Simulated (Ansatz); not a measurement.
## Ta$_{4}$N$_{3}$: geometry relaxation (part 2 of 2)

Continued. System: Ta$_{4}$N$_{3}$ (slab, 7 atoms in the cell). Method: DFT r2SCAN, scalar-relativistic, plane waves, PAW, no spin polarisation (Ansatz 0.2.0); cutoff 500 eV, 9×9×1 k-mesh, Gaussian smearing of 0.1 eV. The structure derives from an entry of the Crystallography Open Database. The input holds or restrains some coordinates. Forces given for the steps count only the free coordinates. It belongs to a series of runs on one base structure; here: clean slab, lower half held.

Geometry of the input (Å; fractional positions):
```
3.1088  0.0000  0.0000
-1.5544  2.6923  0.0000
0.0000  0.0000  24.6150
Ta 0.3333  0.6667  0.3453
N  0.6667  0.3333  0.3969
Ta 0.0000  0.0000  0.4484
N  0.3333  0.6667  0.5000
Ta 0.6667  0.3333  0.5516
N  0.0000  0.0000  0.6031
Ta 0.3333  0.6667  0.6547
```

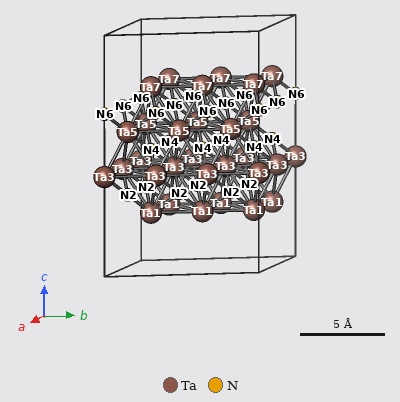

*The geometry at step 2 of the log (ball-and-stick view of the 2 × 3 repeat of the cell, with the vacuum cut short, seen slightly off an axis; atoms are numbered from 1 in the order of the input).*

**What the program printed, continued**
```
SCF iter   1: F=—  HF=-40934.697003 eV  |F-HF|=—  |Δ(HF+E_count)|=         —  Δρ=1.13e-3  dr2=6.69e-3  dr2_τ=2.89e-2  ethr=1.50e-4  p=-0.000 e·Å  D=-7.16e-5 V/Å  ΔV_dip=0.00 eV  dr2_dipole=7.07e-4  V_vac-E_F(+/−)=5.06/5.05 eV  ⟨swp⟩=2.0  Hψ=910  notcnv=0  defer=14
efield: sawtooth ramp at fractional position 0.9800 (handed on by an earlier solve), width 0.0400; the density the first Hamiltonian is built on has a dipole p = -0.000 e·Å; the dipole correction subtracts the counter field D = -7.16e-5 V/Å, which shifts the + side's vacuum level by +0.00 eV against the − side's; the planar-averaged density in the ramp window peaks in size at 2.0e-6 e/Å³
preconditioner: auto → LDOS  [metal: Δε(μ)=0.038 eV  Ē_g=9.017 eV  σ=0.100 eV  W_gap=0.21  n_scr=16 (ndim 8)  ℏωp=15.3 eV  f_vac=0.525  D(μ)=5.15/eV (n_scr^D=16)  β→1.0]
SCF iter   2: F=—  HF=-40934.705370 eV  |F-HF|=—  |Δ(HF+E_count)|=   8.37e-3  Δρ=7.07e-4  dr2=1.59e-3  dr2_τ=8.92e-5  ethr=9.98e-6  p=0.000 e·Å  D=1.82e-4 V/Å  ΔV_dip=-0.00 eV  dr2_dipole=1.59e-4  V_vac-E_F(+/−)=5.04/5.05 eV  ⟨swp⟩=3.0  Hψ=993  notcnv=0  defer=13
SCF iter   3: F=—  HF=-40934.705182 eV  |F-HF|=—  |Δ(HF+E_count)|=   1.88e-4  Δρ=1.98e-4  dr2=2.84e-4  dr2_τ=1.70e-5  ethr=2.37e-6  p=-0.000 e·Å  D=-2.90e-4 V/Å  ΔV_dip=0.01 eV  dr2_dipole=4.37e-5  V_vac-E_F(+/−)=5.06/5.05 eV  ⟨swp⟩=2.3  Hψ=855  notcnv=0  defer=13
SCF iter   4: F=—  HF=-40934.705165 eV  |F-HF|=—  |Δ(HF+E_count)|=   1.70e-5  Δρ=4.74e-5  dr2=3.48e-5  dr2_τ=4.06e-7  ethr=4.24e-7  p=-0.000 e·Å  D=-3.54e-4 V/Å  ΔV_dip=0.01 eV  dr2_dipole=1.07e-5  V_vac-E_F(+/−)=5.06/5.05 eV  ⟨swp⟩=2.8  Hψ=906  notcnv=0  defer=13
SCF iter   5: F=—  HF=-40934.705018 eV  |F-HF|=—  |Δ(HF+E_count)|=   1.47e-4  Δρ=1.87e-5  dr2=1.65e-6  dr2_τ=5.39e-8  ethr=5.19e-8  p=-0.000 e·Å  D=-4.14e-4 V/Å  ΔV_dip=0.01 eV  dr2_dipole=2.26e-7  V_vac-E_F(+/−)=5.06/5.05 eV  ⟨swp⟩=2.0  Hψ=687  notcnv=0  defer=13
SCF iter   6: F=—  HF=-40934.705018 eV  |F-HF|=—  |Δ(HF+E_count)|=   9.28e-8  Δρ=4.65e-6  dr2=1.23e-7  dr2_τ=7.66e-9  ethr=2.46e-9  p=-0.000 e·Å  D=-4.28e-4 V/Å  ΔV_dip=0.01 eV  dr2_dipole=2.21e-8  V_vac-E_F(+/−)=5.06/5.05 eV  ⟨swp⟩=2.9  Hψ=954  notcnv=0  defer=13
SCF iter   7: F=-40934.705018 eV  HF=-40934.705018 eV  |F-HF|=1.42e-8  |Δ(HF+E_count)|=   2.25e-8  Δρ=1.45e-6  dr2=1.44e-8  dr2_τ=7.82e-10  ethr=1.49e-10  p=-0.000 e·Å  D=-4.32e-4 V/Å  ΔV_dip=0.01 eV  dr2_dipole=7.10e-9  V_vac-E_F(+/−)=5.06/5.05 eV  ⟨swp⟩=20.2  Hψ=4808  notcnv=0
SCF 3 converged in 7 iterations: F = -40934.705018 eV  dr2 = 1.44e-8
relax step   3: F+E_penalty+E_count = -40934.70501798 eV  Δ(F+E_penalty+E_count) = -2.546e-3 eV  max|allowed force component| = 9.347e-2 eV/Å  Δτ_max = 0.0164 Å  (7 SCF iters, accepted)
SCF iter   1: F=—  HF=-40934.695541 eV  |F-HF|=—  |Δ(HF+E_count)|=         —  Δρ=1.01e-3  dr2=7.22e-3  dr2_τ=3.23e-2  ethr=9.29e-5  p=-0.000 e·Å  D=-4.32e-4 V/Å  ΔV_dip=0.01 eV  dr2_dipole=1.20e-3  V_vac-E_F(+/−)=5.06/5.05 eV  ⟨swp⟩=2.0  Hψ=931  notcnv=0  defer=12
efield: sawtooth ramp at fractional position 0.9800 (handed on by an earlier solve), width 0.0400; the density the first Hamiltonian is built on has a dipole p = -0.000 e·Å; the dipole correction subtracts the counter field D = -4.32e-4 V/Å, which shifts the + side's vacuum level by +0.01 eV against the − side's; the planar-averaged density in the ramp window peaks in size at 1.6e-6 e/Å³
preconditioner: auto → LDOS  [metal: Δε(μ)=0.046 eV  Ē_g=9.019 eV  σ=0.100 eV  W_gap=0.25  n_scr=16 (ndim 8)  ℏωp=15.3 eV  f_vac=0.525  D(μ)=5.10/eV (n_scr^D=16)  β→1.0]
SCF iter   2: F=—  HF=-40934.706269 eV  |F-HF|=—  |Δ(HF+E_count)|=   1.07e-2  Δρ=6.71e-4  dr2=1.46e-3  dr2_τ=7.20e-5  ethr=1.08e-5  p=-0.000 e·Å  D=-2.68e-4 V/Å  ΔV_dip=0.01 eV  dr2_dipole=1.71e-4  V_vac-E_F(+/−)=5.05/5.04 eV  ⟨swp⟩=3.0  Hψ=984  notcnv=0  defer=11
SCF iter   3: F=—  HF=-40934.706123 eV  |F-HF|=—  |Δ(HF+E_count)|=   1.46e-4  Δρ=1.98e-4  dr2=3.41e-4  dr2_τ=1.93e-5  ethr=2.19e-6  p=-0.001 e·Å  D=-5.94e-4 V/Å  ΔV_dip=0.01 eV  dr2_dipole=7.10e-5  V_vac-E_F(+/−)=5.06/5.04 eV  ⟨swp⟩=2.6  Hψ=886  notcnv=0  defer=11
SCF iter   4: F=—  HF=-40934.705948 eV  |F-HF|=—  |Δ(HF+E_count)|=   1.75e-4  Δρ=6.44e-5  dr2=6.50e-5  dr2_τ=2.40e-7  ethr=5.08e-7  p=-0.001 e·Å  D=-6.15e-4 V/Å  ΔV_dip=0.02 eV  dr2_dipole=1.80e-5  V_vac-E_F(+/−)=5.06/5.04 eV  ⟨swp⟩=2.1  Hψ=660  notcnv=0  defer=11
SCF iter   5: F=—  HF=-40934.705948 eV  |F-HF|=—  |Δ(HF+E_count)|=   3.28e-7  Δρ=2.36e-5  dr2=2.16e-6  dr2_τ=9.68e-8  ethr=9.70e-8  p=-0.001 e·Å  D=-6.45e-4 V/Å  ΔV_dip=0.02 eV  dr2_dipole=4.67e-7  V_vac-E_F(+/−)=5.06/5.04 eV  ⟨swp⟩=1.9  Hψ=693  notcnv=0  defer=11
SCF iter   6: F=-40934.705948 eV  HF=-40934.705948 eV  |F-HF|=3.16e-7  |Δ(HF+E_count)|=   8.00e-8  Δρ=7.51e-6  dr2=3.67e-7  dr2_τ=2.37e-8  ethr=1.80e-9  p=-0.001 e·Å  D=-6.57e-4 V/Å  ΔV_dip=0.02 eV  dr2_dipole=5.12e-8  V_vac-E_F(+/−)=5.06/5.04 eV  ⟨swp⟩=22.3  Hψ=5477  notcnv=0
SCF 4 converged in 6 iterations: F = -40934.705948 eV  dr2 = 3.67e-7
relax step   4: F+E_penalty+E_count = -40934.70594817 eV  Δ(F+E_penalty+E_count) = -9.302e-4 eV  max|allowed force component| = 2.905e-2 eV/Å  Δτ_max = 0.0192 Å  (6 SCF iters, dr2 threshold 1.21e-6 eV, accepted)
iter 1 solved again at ethr=5.50e-10 eV; its pass at ethr=3.10e-3 eV (dr2=3.69e-7 eV) is discarded
SCF iter   1: F=—  HF=-40934.705948 eV  |F-HF|=—  |Δ(HF+E_count)|=         —  Δρ=7.51e-6  dr2=3.67e-7  dr2_τ=2.37e-8  ethr=5.50e-10  p=-0.001 e·Å  D=-6.57e-4 V/Å  ΔV_dip=0.02 eV  dr2_dipole=5.13e-8  V_vac-E_F(+/−)=5.06/5.04 eV  ⟨swp⟩=1.0  Hψ=1272  notcnv=0
efield: sawtooth ramp at fractional position 0.9800 (handed on by an earlier solve), width 0.0400; the density the first Hamiltonian is built on has a dipole p = -0.001 e·Å; the dipole correction subtracts the counter field D = -6.57e-4 V/Å, which shifts the + side's vacuum level by +0.02 eV against the − side's; the planar-averaged density in the ramp window peaks in size at 1.6e-6 e/Å³
preconditioner: auto → LDOS  [metal: Δε(μ)=0.050 eV  Ē_g=9.018 eV  σ=0.100 eV  W_gap=0.27  n_scr=16 (ndim 8)  ℏωp=15.3 eV  f_vac=0.525  D(μ)=5.12/eV (n_scr^D=16)  β→1.0]
SCF iter   2: F=-40934.705948 eV  HF=-40934.705948 eV  |F-HF|=8.14e-8  |Δ(HF+E_count)|=   6.34e-9  Δρ=4.55e-6  dr2=8.87e-8  dr2_τ=6.78e-9  ethr=1.49e-10  p=-0.001 e·Å  D=-6.53e-4 V/Å  ΔV_dip=0.02 eV  dr2_dipole=2.45e-8  V_vac-E_F(+/−)=5.06/5.04 eV  ⟨swp⟩=11.3  Hψ=4546  notcnv=0
SCF 5 converged in 2 iterations: F = -40934.705948 eV  dr2 = 8.87e-8
relax step   5: F+E_penalty+E_count = -40934.70594841 eV  Δ(F+E_penalty+E_count) = -2.415e-7 eV  max|allowed force component| = 2.916e-2 eV/Å  Δτ_max = 0.0000 Å  (2 SCF iters, accepted)
iter 1 solved again at ethr=1.32e-10 eV; its pass at ethr=3.10e-3 eV (dr2=8.87e-8 eV) is discarded
SCF iter   1: F=—  HF=-40934.705948 eV  |F-HF|=—  |Δ(HF+E_count)|=         —  Δρ=4.55e-6  dr2=8.87e-8  dr2_τ=6.78e-9  ethr=1.32e-10  p=-0.001 e·Å  D=-6.53e-4 V/Å  ΔV_dip=0.02 eV  dr2_dipole=2.45e-8  V_vac-E_F(+/−)=5.06/5.04 eV  ⟨swp⟩=1.0  Hψ=1903  notcnv=0
efield: sawtooth ramp at fractional position 0.9800 (kept from the solve that this one continues, or follows in the run), width 0.0400; the density the first Hamiltonian is built on has a dipole p = -0.001 e·Å; the dipole correction subtracts the counter field D = -6.53e-4 V/Å, which shifts the + side's vacuum level by +0.02 eV against the − side's; the planar-averaged density in the ramp window peaks in size at 1.6e-6 e/Å³
SCF iter   2: F=-40934.705948 eV  HF=-40934.705949 eV  |F-HF|=4.53e-8  |Δ(HF+E_count)|=   1.18e-8  Δρ=3.53e-6  dr2=5.82e-8  dr2_τ=3.81e-9  ethr=1.32e-10  p=-0.001 e·Å  D=-6.60e-4 V/Å  ΔV_dip=0.02 eV  dr2_dipole=9.28e-12  V_vac-E_F(+/−)=5.06/5.04 eV  ⟨swp⟩=15.0  Hψ=4669  notcnv=0
SCF 6 converged in 2 iterations: F = -40934.705948 eV  dr2 = 5.82e-8
WARN: The output density's exchange-correlation potential varies sharply where the density is thin. Do not read a vacuum level from v_tot or v_xc, or from such a field of the output density. On a cell that repeats whose density bears no net charge and no dipole along the vacuum's axis use v_es (v_loc + v_h of the components); under efield.dipole_correction with no amplitude use v_es + v_field, which holds any external_charges[].barrier, or the levels of the report's work_function block, which leave it out; under a non-zero efield.amplitude the vacuum is tilted and has no level; on a cell that repeats and bears such a dipole with no correction it is tilted too, and efield.dipole_correction with no amplitude gives each side of its ramp a level where efield: is served; in a cell that repeats whose density bears a net charge (total_charge, or a fill off its count) it is curved and has none; of a slab under crystal.periodic whose density bears no net charge use v_es, which has a level on each side, short of where the two are joined; of another it falls or rises all the way out and has none; of a slab beside external_charges read slab_vacuum_level instead, which it has where they leave it neutral. The grid or the basis barely resolves most such structure, and the values can differ between equally converged runs; as a rule a tighter scf.convergence.dr2_threshold does not remove it. Where the density itself ripples (under the LDA too) a higher basis.ecutwfc lessens it. The files hold the spikes' plane waves up to the density's cutoff. Files: v_tot_of_output_density and the like, and their columns of v_z.tsv (output.write_potential); v_xc_of_output_density and the like, and their columns of v_comp_z.tsv (output.write_potential_components). Measured: with its Gaussian average of σ = 0.25 Å subtracted twice, the exchange-correlation potential is over 0.1 eV at 1118 of the grid points where the equally averaged density (valence and model cores) is under 1e-3 e/Å³, and 0.575 eV at the most among them, at an averaged density of 6.1e-9 e/Å³. The input density's (outcome.potential() and, of a run that writes arrays, v_tot and v_xc) is over 0.1 eV, so measured, at 158 points of its own thin density, 0.446 eV at the most. See output.write_potential in the manual, Limitations
SCF converged after 2 iterations
Free energy (F): -40934.705948 eV
Harris-Foulkes:  -40934.705949 eV  (|F-HF|=4.53e-8)
Internal energy: -40934.680360 eV  (E = F + TS)
E sigma→0 (E₀):  -40934.693154 eV
Entropy (-TS):   -0.025588 eV (-3.655 meV/atom)
Fermi energy:    5.401910 eV
Dipole field:    D = -0.000664 V/Å  (p = -0.000756 e·Å, saw-weighted, corrected)
Work function:   Φ+ = 5.0595 eV   Φ− = 5.0432 eV
Levels:          The Fermi level and band energies are counted from a zero that moves with the ramp; work functions are not
--- Per-component energies (eV) ---
  E_band       = -1347.672578
  E_kinetic    = 1865.173152
  E_local      = -78463.627107  (includes V_loc(G=0)·N_el)
  E_nonlocal   = 191.183126
  E_hartree    = 38341.037564
  E_xc         = -996.753379
  E_vxc        = -1141.113536  (∫ρ·V_xc dr)
  E_paw        = -34078.120770  (= ΣΔE_a)
  E_vpaw       = -540.197601  (= ΣTr[D̂ρ^β])
  E_aug_tail   = 0.000326  (compensation charges beyond the density's cutoff)
  E_vtau       = 58.864362  (kinetic-family band-sum trace: ∫τ·v_τ [+ j·A + Jᵃ·Aᵃ] dr)
  E_efield     = 0.000000  (sawtooth field / dipole correction)
  E_vefield    = -0.000036  (∫n·V_field dr)
  E_ewald      = 32209.540543
  E_core_change = -3.113815  (= ΣΔE_core)
  E_smearing   = -0.025588  (= −TS)
  E_closure    = 0.000000  (closes the sum)
  Σ components = -40934.705948   (vs F -40934.705948, Δ=0.00e0)
--- Forces (eV/Å), atoms counted from 1 ---
  atom   1  Ta     0.00000000     0.00000000     0.46073614
  atom   2  N     -0.00000000    -0.00000000    -0.26272971
  atom   3  Ta    -0.00000000    -0.00000000    -0.19957758
  atom   4  N      0.00000000    -0.00000000    -0.01595671
  atom   5  Ta     0.00000000     0.00000000     0.02921241
  atom   6  N      0.00000000     0.00000000    -0.02356323
  atom   7  Ta     0.00000000    -0.00000000     0.01203382
  max |Σ_I F_I| component: 1.55e-4 eV/Å
--- Band table (eV; the first three rows and the last of 12) ---
  k-point 0: bands = ["-66.0563", "-66.0266", "-65.1974", "-65.1811", "-32.3560", "-31.9757", "-31.7174", "-31.7174", "-31.6804", "-31.6804", "-31.2457", "-31.1969", "-30.6653", "-30.6653", "-30.6453", "-30.6453", "-14.0955", "-13.0173", "-11.9754", "-4.6623", "-2.9608", "-2.1132", "-2.1132", "-1.0366", "-1.0366", "-0.6501", "0.4794", "0.4794", "2.9638", "3.8076", "3.8076", "3.9136", "4.2156", "4.6451", "5.1111", "5.1111", "5.6155", "6.0546", "6.0546", "6.8134", "6.9649"]
  k-point 1: bands = ["-66.0509", "-66.0225", "-65.1930", "-65.1767", "-32.3269", "-31.9806", "-31.7872", "-31.7610", "-31.7403", "-31.6925", "-31.2327", "-31.1905", "-30.7364", "-30.7149", "-30.6811", "-30.6609", "-13.8764", "-12.9168", "-12.0566", "-4.3605", "-3.0187", "-2.0090", "-1.9282", "-1.6897", "-1.0208", "-0.4233", "-0.2130", "0.2353", "2.9315", "3.2306", "3.7391", "4.1766", "4.4311", "4.6809", "5.1692", "5.3483", "5.9285", "6.3053", "6.4464", "6.6051", "6.9707"]
  k-point 2: bands = ["-66.0372", "-66.0124", "-65.1820", "-65.1654", "-32.2550", "-32.0720", "-31.9674", "-31.8621", "-31.7943", "-31.7267", "-31.2090", "-31.1756", "-30.9116", "-30.8869", "-30.7210", "-30.7002", "-13.3314", "-12.6974", "-12.2372", "-3.7406", "-2.9324", "-2.4419", "-1.9937", "-1.8461", "-1.3007", "-1.0412", "-0.4353", "-0.1156", "1.9897", "3.4574", "3.6458", "3.8730", "5.1228", "5.2696", "5.4239", "6.1119", "6.1798", "6.4175", "6.7322", "7.3440", "7.5127"]
  k-point 11: bands = ["-66.0021", "-65.9898", "-65.1553", "-65.1384", "-32.2443", "-32.2092", "-32.2079", "-32.0920", "-31.9128", "-31.9054", "-31.1643", "-31.1391", "-31.1051", "-31.0709", "-31.0336", "-31.0152", "-12.4180", "-12.3242", "-12.1330", "-3.3481", "-3.2594", "-2.6175", "-2.4734", "-1.7524", "-1.7106", "-1.6086", "-1.3705", "-1.2660", "4.0503", "4.2017", "4.4887", "4.5687", "5.0318", "5.8584", "5.9060", "6.4502", "7.2618", "7.3146", "7.6469", "8.2606", "8.4601"]
--- Relaxed structure (5 steps of the walk, 5 accepted, 0 SCFs on fresh bases) ---
  F+E_penalty+E_count = -40934.70594841 eV   max|allowed force component| = 2.916e-2 eV/Å
  atoms:
    - { symbol: Ta, position: [0.3333333333333333, 0.6666666666666666, 0.34531764460000003] }
    - { symbol: N, position: [0.6666666666666667, 0.3333333333333333, 0.3968784297] }
    - { symbol: Ta, position: [-1.232595164407831e-32, -9.629485417792466e-17, 0.44843921490000005] }
    - { symbol: N, position: [0.3333333333333333, 0.6666666666666666, 0.5005321030459275] }
    - { symbol: Ta, position: [0.6666666666666667, 0.3333333333333333, 0.5527291142409805] }
    - { symbol: N, position: [1.9073550189347925e-19, -9.629485417792383e-17, 0.6037725054271689] }
    - { symbol: Ta, position: [0.3333333333333333, 0.6666666666666666, 0.6528850825356004] }
```

**Trajectory as extended XYZ (Å, eV, eV/Å), 5 frames, from step=1 to step=5**
```
7
Lattice="3.1088 0.0000 0.0000 -1.5544 2.6923 0.0000 0.0000 0.0000 24.6150" Properties=species:S:1:pos:R:3:forces:R:3 step=1 energy=-40934.69732
Ta    0.0000    1.7949    8.5000    0.0000   0.0000   0.2975
N     1.5544    0.8974    9.7692    0.0000   0.0000  -0.2355
Ta    0.0000    0.0000   11.0383    0.0000   0.0000  -0.0163
N     0.0000    1.7949   12.3075    0.0000   0.0000   0.0000
Ta    1.5544    0.8974   13.5767    0.0000   0.0000   0.0163
N     0.0000    0.0000   14.8458    0.0000   0.0000   0.2355
Ta    0.0000    1.7949   16.1150    0.0000   0.0000  -0.2975
7
Lattice="3.1088 0.0000 0.0000 -1.5544 2.6923 0.0000 0.0000 0.0000 24.6150" Properties=species:S:1:pos:R:3:forces:R:3 step=2 energy=-40934.70247
Ta    0.0000    1.7949    8.5000    0.0000   0.0000   0.3108
N     1.5544    0.8974    9.7692    0.0000   0.0000  -0.2450
Ta    0.0000    0.0000   11.0383    0.0000   0.0000  -0.1599
N     0.0000    1.7949   12.3041    0.0000   0.0000  -0.0062
Ta    1.5544    0.8974   13.5698    0.0000   0.0000   0.0894
N     0.0000    0.0000   14.8348    0.0000   0.0000   0.1107
Ta    0.0000    1.7949   16.0776    0.0000   0.0000  -0.0987
7
Lattice="3.1088 0.0000 0.0000 -1.5544 2.6923 0.0000 0.0000 0.0000 24.6150" Properties=species:S:1:pos:R:3:forces:R:3 step=3 energy=-40934.70502
Ta    0.0000    1.7949    8.5000    0.0000   0.0000   0.3867
N     1.5544    0.8974    9.7692    0.0000   0.0000  -0.2532
Ta    0.0000    0.0000   11.0383    0.0000   0.0000  -0.1926
N     0.0000    1.7949   12.3119    0.0000   0.0000  -0.0071
Ta    1.5544    0.8974   13.5862    0.0000   0.0000   0.0935
N     0.0000    0.0000   14.8510    0.0000   0.0000  -0.0079
Ta    0.0000    1.7949   16.0732    0.0000   0.0000  -0.0194
7
Lattice="3.1088 0.0000 0.0000 -1.5544 2.6923 0.0000 0.0000 0.0000 24.6150" Properties=species:S:1:pos:R:3:forces:R:3 step=4 energy=-40934.70595
Ta    0.0000    1.7949    8.5000    0.0000   0.0000   0.4608
N     1.5544    0.8974    9.7692    0.0000   0.0000  -0.2626
Ta    0.0000    0.0000   11.0383    0.0000   0.0000  -0.1995
N     0.0000    1.7949   12.3206    0.0000   0.0000  -0.0159
Ta    1.5544    0.8974   13.6054    0.0000   0.0000   0.0291
N     0.0000    0.0000   14.8619    0.0000   0.0000  -0.0235
Ta    0.0000    1.7949   16.0708    0.0000   0.0000   0.0121
7
Lattice="3.1088 0.0000 0.0000 -1.5544 2.6923 0.0000 0.0000 0.0000 24.6150" Properties=species:S:1:pos:R:3:forces:R:3 step=5 energy=-40934.70595
Ta    0.0000    1.7949    8.5000    0.0000   0.0000   0.4607
N     1.5544    0.8974    9.7692    0.0000   0.0000  -0.2627
Ta    0.0000    0.0000   11.0383    0.0000   0.0000  -0.1995
N     0.0000    1.7949   12.3206    0.0000   0.0000  -0.0160
Ta    1.5544    0.8974   13.6054    0.0000   0.0000   0.0292
N     0.0000    0.0000   14.8619    0.0000   0.0000  -0.0237
Ta    0.0000    1.7949   16.0708    0.0000   0.0000   0.0121
```

**Summary**

| quantity | value |
| --- | --- |
| outcome | converged under the restraints of the input |
| electrons treated | 67 |
| free energy | −40934.7059 eV |
| work function, top face | 5.06 eV |
| work function, bottom face | 5.04 eV |
| Fermi energy | 5.402 eV |
| gap on the k-point mesh | none (metallic) |
| final volume | 206.03 Å³ |
| work function (upper face) | 5.06 eV |
| largest force (length of the vector) at the end, held atoms and coordinates included | 0.461 eV/Å |
| hardware | 2 threads of AMD EPYC (Zen 5), 32 GiB of memory available, shared host |
| wall time | 18 s (CPU time 35 s) |
| peak memory | 0.96 GiB |

**Notes**

The program warns: the exchange-correlation potential is rough where the density is thin. Spin–orbit coupling is left out, which matters for Ta. The cell holds an odd number of electrons but the run has no spin polarisation, so a band is left half filled.
